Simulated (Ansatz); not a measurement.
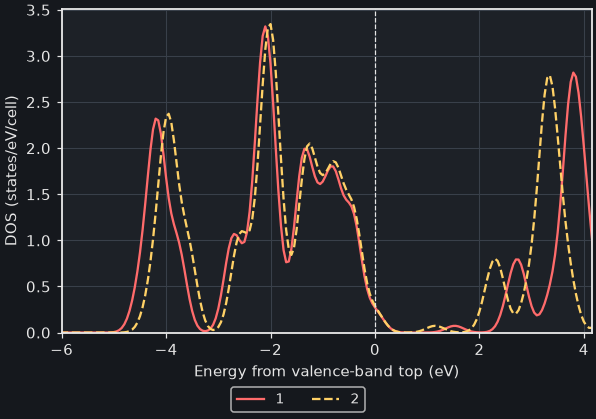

Total densities of states of CdTe, space group F-43m (No. 216), 2 atoms in the cell, zincblende type, by two methods on the same cell. The curves are built from the levels of the k mesh with Gaussians 0.4 eV wide, which also blur the band edges. Each is counted from its own valence-band top.

Which curve is which? The methods: HSE06, r2SCAN.

1 is HSE06; 2 is r2SCAN. HSE06 gives a gap of 1.53 eV and r2SCAN gives a gap of 1.15 eV.

Settings. HSE06: DFT, HSE06, plane waves, PAW, no spin polarisation, 4×4×4 k mesh, 420 eV cutoff (Ansatz 0.2.0). r2SCAN: DFT, r2SCAN, plane waves, PAW, no spin polarisation, 4×4×4 k mesh, 500 eV cutoff (Ansatz 0.2.0).

Spin-orbit coupling is left out, which matters for Te.
